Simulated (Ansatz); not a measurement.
**Geometry relaxation, with input and output: Al (part 1 of 2)**

System: Al (interface cell, 21 atoms in the cell).
Method: DFT PBE, scalar-relativistic, plane waves, PAW, no spin polarisation (Ansatz 0.2.0).

The structure derives from an entry of the Crystallography Open Database. It belongs to a series of runs on one base structure; here: symmetric tilt boundary Sigma 11 (3 1 1), mirror on the next plane, shift [0, 0].

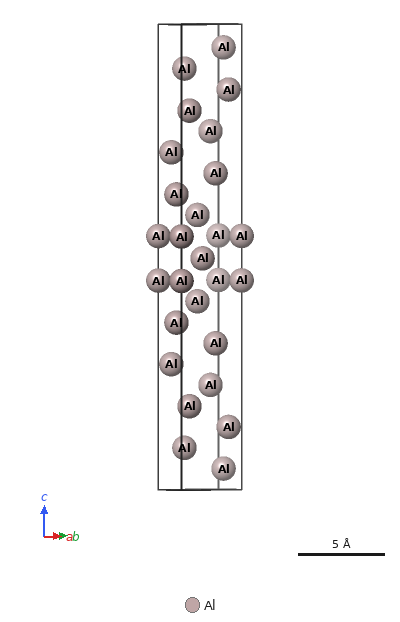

Fig. 1: The structure as given in the input (spheres-only view of the cell of the calculation, seen at an oblique angle). An atom can appear more than once, as a periodic image.

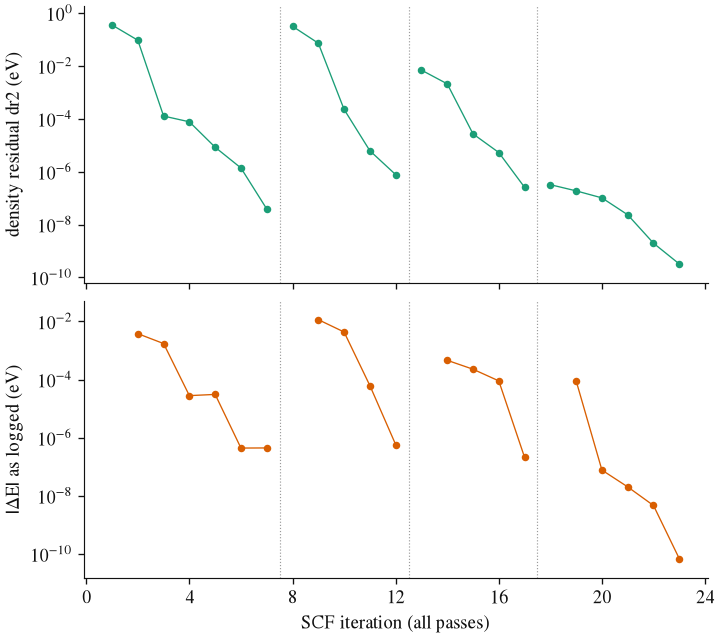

Fig. 2: Convergence of the self-consistent field: density residual dr2 and size of the energy change against the SCF iteration. The dotted lines part the SCF passes of the relaxation: geometry steps, rejected trials and re-solves on a re-selected basis. The passes take 7, 5, 5 and 6 iterations.

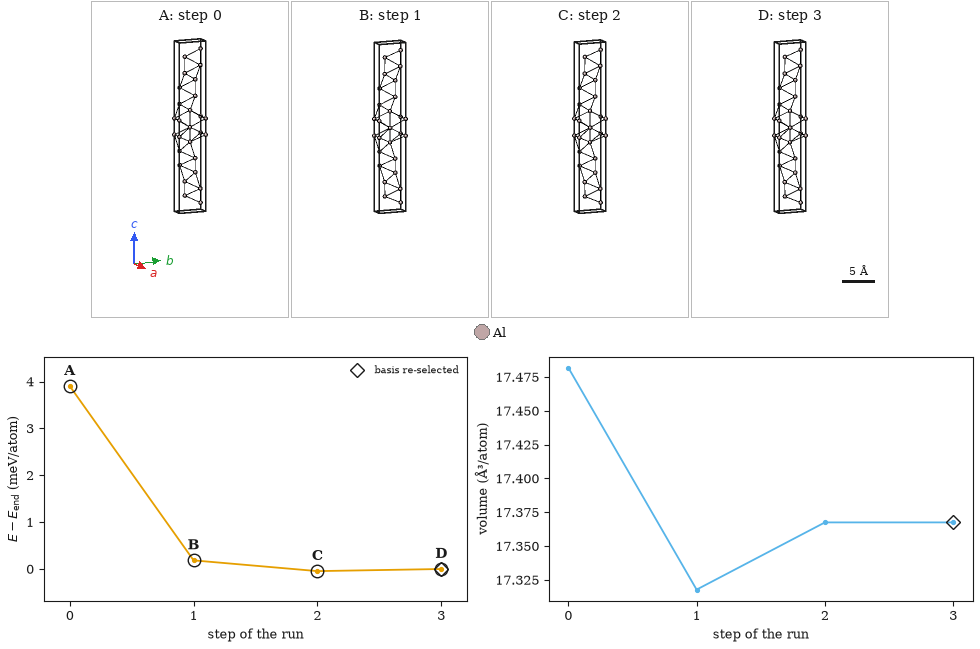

Fig. 3: Frames of the relaxation (ball-and-stick view of the cell of the calculation, seen slightly off an axis) above the curves, on which the letters mark them (the first geometry is step 0 here and step 1 in the log).

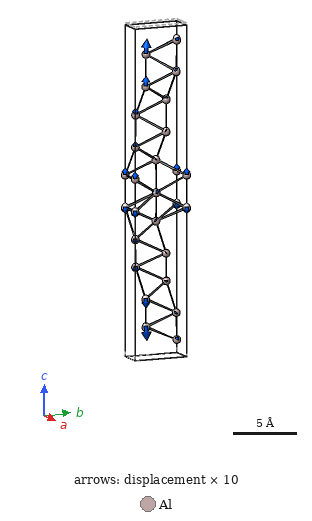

Fig. 4: Start (faint) and end (solid) with the displacements (without the part carried along by the change of the cell) as blue arrows, magnified 10 times (ball-and-stick view of the cell of the calculation, seen slightly off an axis). The largest moves relative to the cell, 0.13 Å, are those of Al1 and Al12. The drawn cell changes as follows: a stays at 2.858 Å, b stays at 4.950 Å, c 27.108 → 26.931 Å (−0.7 %); the volume changes by −0.7 %. Among the contacts that change: Al10–Al21 2.590 → 2.694 Å, Al12–Al14 2.858 → 2.788 Å, Al12–Al19 2.858 → 2.926 Å, Al10–Al11 2.891 → 2.938 Å. Over 2 geometry steps the energy falls by 3.9 meV per atom. Largest force component: 0.49 eV/Å at the start, 0.017 eV/Å at the end. The pressure goes from −0.51 to −0.25 GPa. A last SCF at the same geometry on a re-selected plane-wave basis shifts the energy by +0.0 meV per atom. (Atoms are counted from 1 in the order of the input.)

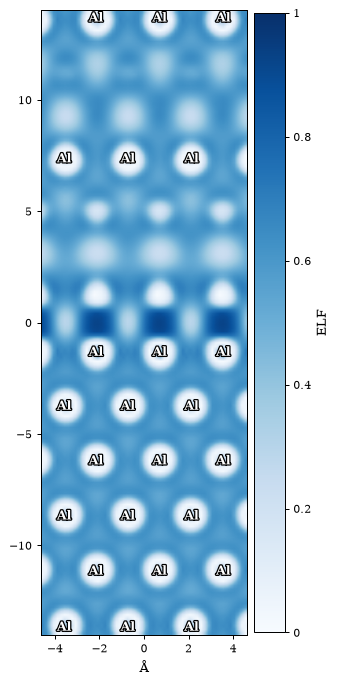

Fig. 5: Electron localisation function on the (011̄) plane of the calculation cell. The section cuts through Al sites. Al–Al (2.81 Å): the ELF peaks at about 0.65 between the atoms. Al–Al (2.86 Å): the ELF is about 0.65 at the midpoint, which marks metallic bonding. Al–Al (2.86 Å): the ELF is about 0.65 at the midpoint, which marks metallic bonding. Core electrons are frozen (PAW), so the fields are smoothed inside the atomic spheres.

These pictures come from the run below.

**The input**
```yaml
crystal:
  lattice:
    - [2.857741536, 0.0, 0.0]
    - [-1.428870768, 4.7390282114, 0.0]
    - [0.0, 0.0, 27.1079918758]
  atoms:
    - { symbol: Al, position: [0.1818181818, 0.3636363636, 0.0898580624] }
    - { symbol: Al, position: [0.3636363636, 0.7272727273, 0.2247125833] }
    - { symbol: Al, position: [0.4545454545, 0.9090909091, 0.0449065554] }
    - { symbol: Al, position: [0.0909090909, 0.1818181818, 0.2696640902] }
    - { symbol: Al, position: [0.2727272727, 0.5454545455, 0.4045186111] }
    - { symbol: Al, position: [0.6363636364, 0.2727272727, 0.1797610763] }
    - { symbol: Al, position: [0.8181818182, 0.6363636364, 0.3146155972] }
    - { symbol: Al, position: [0.9090909091, 0.8181818182, 0.1348095693] }
    - { symbol: Al, position: [0.5454545455, 0.0909090909, 0.3595671041] }
    - { symbol: Al, position: [0.0, 0.0, 0.449470118] }
    - { symbol: Al, position: [0.7272727273, 0.4545454545, 0.4972332882] }
    - { symbol: Al, position: [0.1818181818, 0.3636363636, 0.9046085141] }
    - { symbol: Al, position: [0.3636363636, 0.7272727273, 0.7697539932] }
    - { symbol: Al, position: [0.4545454545, 0.9090909091, 0.949560021] }
    - { symbol: Al, position: [0.0909090909, 0.1818181818, 0.7248024863] }
    - { symbol: Al, position: [0.2727272727, 0.5454545455, 0.5899479654] }
    - { symbol: Al, position: [0.6363636364, 0.2727272727, 0.8147055002] }
    - { symbol: Al, position: [0.8181818182, 0.6363636364, 0.6798509793] }
    - { symbol: Al, position: [0.9090909091, 0.8181818182, 0.8596570071] }
    - { symbol: Al, position: [0.5454545455, 0.0909090909, 0.6348994724] }
    - { symbol: Al, position: [0.0, 0.0, 0.5449964585] }
basis:
  ecutwfc: 420
kpoints:
  mp_grid: { grid: [12, 12, 2] }
hamiltonian:
  xc: pbe
scf:
  occupations: { method: gaussian, width: 0.1 }
output:
  forces: true
  stress: true
  eigenvalues: true
  populations: true
  write_density: true
  write_potential: true
  elf: true
  volumetric_format: npy
relax:
  adjacent_minimum: "off"
  f_tol: 0.02
  max_steps: 60
  cell: { fix: [a, b, alpha, beta, gamma], stress_tol: 0.1 }
```

Launched with:
```bash
ansatz run input.yaml --threads 4 --pin off --max-ram 11264MiB --backend cpu --events-out ev --progress --plain --runs-dir out
```

**The program's output**
```
Engine: ansatz 0.2.0, x86_64-unknown-linux-gnu
Pseudopotentials: kind: paw
Pseudopotential: Al, paw, valence charge 3, recommended cutoff 420 eV (normal), Al.paw.azcp
Functional definition: PBE
  parameter kappa = 0.804
  parameter beta = 0.06672455060314922
  exchange = pbe_x(kappa = kappa, mu = beta*pi^2/3)
  correlation = pbe_c(beta = beta)
Crystal: 21 atoms, lattice volume = 367.121 Å³
Basis set: ecut = 420 eV, 7229 PW (Γ), exchange–correlation on 40×72×384 points (8 copies of the dense FFT grid, shifted against one another)
Bands: 53, of which v1, the nominal top of the filled ones, is band 32 counted from 1 (31 counted from 0)
Symmetry: 4 space group operations
Space group: Amm2 (ITA 38), of the structure as read, at distance tolerance 7.2e-5 Å
k-points: 86 of 288 (time reversal used)
Non-local potential: Al, projectors of the file, l = 0: 2, l = 1: 2, l = 2: 1
PAW form: soft (Blöchl's): semilocal exchange-correlation on the pseudo side does not see the compensation charge
PAW one-centre angular grid: Al, 110 points (default); XC on 64 Gauss nodes
Initial density: superposition of atomic densities (neutral atoms: chi_scale 0, normalization atom), corrected by the library's trained network
Initial wavefunctions: pseudopotential atomic-orbital guess
Functional: x = pbe(κ = 0.804, μ = 0.2195149727645171), c = pbe(β = 0.06672455060314922)
SCF iter   1: F=—  HF=-11286.521125 eV  |F-HF|=—  |Δ(HF+E_count)|=         —  Δρ=1.40e-3  dr2=3.54e-1  ethr=1.77e-3  ⟨swp⟩=7.4  Hψ=23404  notcnv=0  defer=66
preconditioner: auto → Kerker (q_TF=auto, 2.034 Å⁻¹)  [metal: Δε(μ)=0.013 eV  Ē_g=6.815 eV  σ=0.100 eV  W_gap=0.07  n_scr=42 (ndim 8)  ℏωp=15.4 eV  f_vac=0.000  D(μ)=7.91/eV (n_scr^D=42)]
SCF iter   2: F=—  HF=-11286.517337 eV  |F-HF|=—  |Δ(HF+E_count)|=   3.79e-3  Δρ=7.99e-4  dr2=9.38e-2  ethr=5.62e-4  ⟨swp⟩=1.0  Hψ=5246  notcnv=0  defer=96
SCF iter   3: F=—  HF=-11286.515610 eV  |F-HF|=—  |Δ(HF+E_count)|=   1.73e-3  Δρ=1.30e-4  dr2=1.27e-4  ethr=1.49e-4  ⟨swp⟩=1.0  Hψ=3441  notcnv=0  defer=96
SCF iter   4: F=—  HF=-11286.515582 eV  |F-HF|=—  |Δ(HF+E_count)|=   2.80e-5  Δρ=4.89e-5  dr2=7.69e-5  ethr=2.02e-7  ⟨swp⟩=2.2  Hψ=6111  notcnv=0  defer=96
SCF iter   5: F=—  HF=-11286.515613 eV  |F-HF|=—  |Δ(HF+E_count)|=   3.08e-5  Δρ=1.76e-5  dr2=8.40e-6  ethr=1.22e-7  ⟨swp⟩=1.1  Hψ=3451  notcnv=0  defer=96
SCF iter   6: F=—  HF=-11286.515613 eV  |F-HF|=—  |Δ(HF+E_count)|=   4.40e-7  Δρ=7.70e-6  dr2=1.38e-6  ethr=1.33e-8  ⟨swp⟩=2.2  Hψ=4826  notcnv=0  defer=96
SCF iter   7: F=-11286.515614 eV  HF=-11286.515614 eV  |F-HF|=2.88e-8  |Δ(HF+E_count)|=   4.44e-7  Δρ=1.96e-6  dr2=3.89e-8  ethr=1.59e-10  ⟨swp⟩=19.6  Hψ=37240  notcnv=0
SCF 1 converged in 7 iterations: F = -11286.515614 eV  dr2 = 3.89e-8
  greatest PAW one-centre occupation: 0.468 electrons in one spin orbital (limit 2), on the Al atom at site 13 (counted from 0), in its partial waves of l = 0
relax step   1: F+E_penalty+E_count = -11286.51561391 eV  Δ(F+E_penalty+E_count) = +0.000e0 eV  max|allowed force component| = 4.911e-1 eV/Å  Δτ_max = 0.0000 Å  P = -0.511 GPa  Ω = 367.121 Å³  fix = [a, b, alpha, beta, gamma]  reactions: a -0.138, b -1.173 GPa; gamma +0.312 GPa/rad  (7 SCF iters, dr2 threshold 1.00e-7 eV, accepted)
Crystal: 21 atoms, lattice volume = 363.675 Å³
Basis set: ecut = 420 eV, 7115 PW (Γ), exchange–correlation on 40×72×384 points (8 copies of the dense FFT grid, shifted against one another)
Initial density: handed on by an earlier stage of this run
Initial wavefunctions: those handed on with the density
iter 1 solved again at ethr=3.64e-4 eV; its pass at ethr=3.10e-3 eV (dr2=2.29e-1 eV) is discarded
SCF iter   1: F=—  HF=-11286.609495 eV  |F-HF|=—  |Δ(HF+E_count)|=         —  Δρ=2.54e-3  dr2=3.16e-1  ethr=3.64e-4  ⟨swp⟩=2.3  Hψ=23847  notcnv=0  defer=5
eigensolver tolerance schedule calibrated: the retry pair's looser diagonalisation under-reported the residual by θ = 0.27 (0.30/decade); ethr = c·dr2/N_el runs at the constant in force after the calibration composes with the one it found (an armed cap, an earlier calibration), c = 1.1e-2
preconditioner: auto → Kerker (q_TF=auto, 2.037 Å⁻¹)  [metal: Δε(μ)=0.002 eV  Ē_g=6.845 eV  σ=0.100 eV  W_gap=0.01  n_scr=42 (ndim 8)  ℏωp=15.5 eV  f_vac=0.000  D(μ)=7.80/eV (n_scr^D=42)]
SCF iter   2: F=—  HF=-11286.597950 eV  |F-HF|=—  |Δ(HF+E_count)|=   1.15e-2  Δρ=1.48e-3  dr2=7.25e-2  ethr=5.75e-5  ⟨swp⟩=1.1  Hψ=4580  notcnv=0  defer=1
SCF iter   3: F=—  HF=-11286.593629 eV  |F-HF|=—  |Δ(HF+E_count)|=   4.32e-3  Δρ=2.24e-4  dr2=2.27e-4  ethr=1.32e-5  ⟨swp⟩=2.4  Hψ=6465  notcnv=0  defer=1
SCF iter   4: F=—  HF=-11286.593692 eV  |F-HF|=—  |Δ(HF+E_count)|=   6.21e-5  Δρ=3.46e-5  dr2=6.19e-6  ethr=4.12e-8  ⟨swp⟩=2.1  Hψ=7291  notcnv=0  defer=1
SCF iter   5: F=-11286.593692 eV  HF=-11286.593692 eV  |F-HF|=1.98e-7  |Δ(HF+E_count)|=   5.81e-7  Δρ=8.15e-6  dr2=7.75e-7  ethr=3.82e-10  ⟨swp⟩=18.6  Hψ=37860  notcnv=0
the search or the solves at the SCF's close seem to have found levels that the self-consistency loop had missed (the run counts 4). By its estimate they hold under 1e-12 electrons; where the run keeps them, the occupations were computed again with them
SCF 2 converged in 5 iterations: F = -11286.593692 eV  dr2 = 7.75e-7
  greatest PAW one-centre occupation: 0.465 electrons in one spin orbital (limit 2), on the Al atom at site 13 (counted from 0), in its partial waves of l = 0
relax step   2: F+E_penalty+E_count = -11286.59369190 eV  Δ(F+E_penalty+E_count) = -7.808e-2 eV  max|allowed force component| = 9.325e-2 eV/Å  Δτ_max = 0.1182 Å  P = -0.010 GPa  Ω = 363.675 Å³  energy of the carried Pulay correction = +1.426e-3 eV  fix = [a, b, alpha, beta, gamma]  reactions: a +0.188, b -0.640 GPa; gamma +0.250 GPa/rad  (5 SCF iters, dr2 threshold 2.10e-6 eV, accepted)
Crystal: 21 atoms, lattice volume = 364.718 Å³
Basis set: ecut = 420 eV, 7129 PW (Γ), exchange–correlation on 40×72×384 points (8 copies of the dense FFT grid, shifted against one another)
iter 1 solved again at ethr=1.04e-5 eV; its pass at ethr=3.10e-3 eV (dr2=6.55e-3 eV) is discarded
SCF iter   1: F=—  HF=-11286.599102 eV  |F-HF|=—  |Δ(HF+E_count)|=         —  Δρ=4.99e-4  dr2=6.95e-3  ethr=1.04e-5  ⟨swp⟩=1.9  Hψ=18748  notcnv=0  defer=1
preconditioner: auto → Kerker (q_TF=auto, 2.036 Å⁻¹)  [metal: Δε(μ)=0.004 eV  Ē_g=6.832 eV  σ=0.100 eV  W_gap=0.02  n_scr=42 (ndim 8)  ℏωp=15.4 eV  f_vac=0.000  D(μ)=7.85/eV (n_scr^D=42)]
SCF iter   2: F=—  HF=-11286.598643 eV  |F-HF|=—  |Δ(HF+E_count)|=   4.59e-4  Δρ=2.98e-4  dr2=2.10e-3  ethr=1.04e-5  ⟨swp⟩=1.0  Hψ=4558  notcnv=0
SCF iter   3: F=—  HF=-11286.598417 eV  |F-HF|=—  |Δ(HF+E_count)|=   2.27e-4  Δρ=3.72e-5  dr2=2.69e-5  ethr=3.33e-6  ⟨swp⟩=1.3  Hψ=5268  notcnv=0
SCF iter   4: F=—  HF=-11286.598506 eV  |F-HF|=—  |Δ(HF+E_count)|=   8.99e-5  Δρ=1.36e-5  dr2=5.30e-6  ethr=4.27e-8  ⟨swp⟩=2.5  Hψ=6636  notcnv=0
SCF iter   5: F=-11286.598507 eV  HF=-11286.598507 eV  |F-HF|=5.81e-8  |Δ(HF+E_count)|=   2.11e-7  Δρ=4.37e-6  dr2=2.56e-7  ethr=8.63e-10  ⟨swp⟩=15.1  Hψ=34204  notcnv=0
the search or the solves at the SCF's close seem to have found levels that the self-consistency loop had missed (the run counts 1). By its estimate they hold under 1e-12 electrons; where the run keeps them, the occupations were computed again with them
SCF 3 converged in 5 iterations: F = -11286.598507 eV  dr2 = 2.56e-7
  greatest PAW one-centre occupation: 0.466 electrons in one spin orbital (limit 2), on the Al atom at site 13 (counted from 0), in its partial waves of l = 0
relax step   3: F+E_penalty+E_count = -11286.59850660 eV  Δ(F+E_penalty+E_count) = -4.815e-3 eV  max|allowed force component| = 1.726e-2 eV/Å  Δτ_max = 0.0130 Å  P = -0.249 GPa  Ω = 364.718 Å³  energy of the carried Pulay correction = +9.927e-4 eV  fix = [a, b, alpha, beta, gamma]  reactions: a +0.025, b -0.760 GPa; gamma +0.237 GPa/rad  (5 SCF iters, dr2 threshold 5.43e-7 eV, accepted)
Initial wavefunctions: pseudopotential atomic-orbital guess (no wavefunctions were taken with the density)
iter 1 solved again at ethr=3.40e-7 eV; its pass at ethr=3.10e-3 eV (dr2=2.14e-4 eV) is discarded
SCF iter   1: F=—  HF=-11286.597471 eV  |F-HF|=—  |Δ(HF+E_count)|=         —  Δρ=8.80e-6  dr2=3.22e-7  ethr=3.40e-7  ⟨swp⟩=3.5  Hψ=35891  notcnv=0
preconditioner: auto → Kerker (q_TF=auto, 2.036 Å⁻¹)  [metal: Δε(μ)=0.002 eV  Ē_g=6.832 eV  σ=0.100 eV  W_gap=0.01  n_scr=42 (ndim 8)  ℏωp=15.4 eV  f_vac=0.000  D(μ)=7.85/eV (n_scr^D=42)]
SCF iter   2: F=—  HF=-11286.597561 eV  |F-HF|=—  |Δ(HF+E_count)|=   8.99e-5  Δρ=4.67e-6  dr2=1.88e-7  ethr=5.10e-10  ⟨swp⟩=2.9  Hψ=8472  notcnv=0
SCF iter   3: F=—  HF=-11286.597561 eV  |F-HF|=—  |Δ(HF+E_count)|=   7.68e-8  Δρ=2.18e-6  dr2=1.02e-7  ethr=2.98e-10  ⟨swp⟩=1.2  Hψ=4571  notcnv=0
SCF iter   4: F=—  HF=-11286.597561 eV  |F-HF|=—  |Δ(HF+E_count)|=   2.03e-8  Δρ=1.10e-6  dr2=2.34e-8  ethr=1.62e-10  ⟨swp⟩=1.5  Hψ=4631  notcnv=0
SCF iter   5: F=—  HF=-11286.597561 eV  |F-HF|=—  |Δ(HF+E_count)|=   4.65e-9  Δρ=4.15e-7  dr2=1.97e-9  ethr=3.72e-11  ⟨swp⟩=2.1  Hψ=5478  notcnv=0
SCF iter   6: F=-11286.597561 eV  HF=-11286.597561 eV  |F-HF|=1.62e-10  |Δ(HF+E_count)|=  6.91e-11  Δρ=2.26e-7  dr2=3.23e-10  ethr=1.33e-12  ⟨swp⟩=13.5  Hψ=22994  notcnv=0
the search or the solves at the SCF's close seem to have found levels that the self-consistency loop had missed (the run counts 1). By its estimate they hold under 1e-12 electrons; where the run keeps them, the occupations were computed again with them
SCF 4 converged in 6 iterations: F = -11286.597561 eV  dr2 = 3.23e-10
```
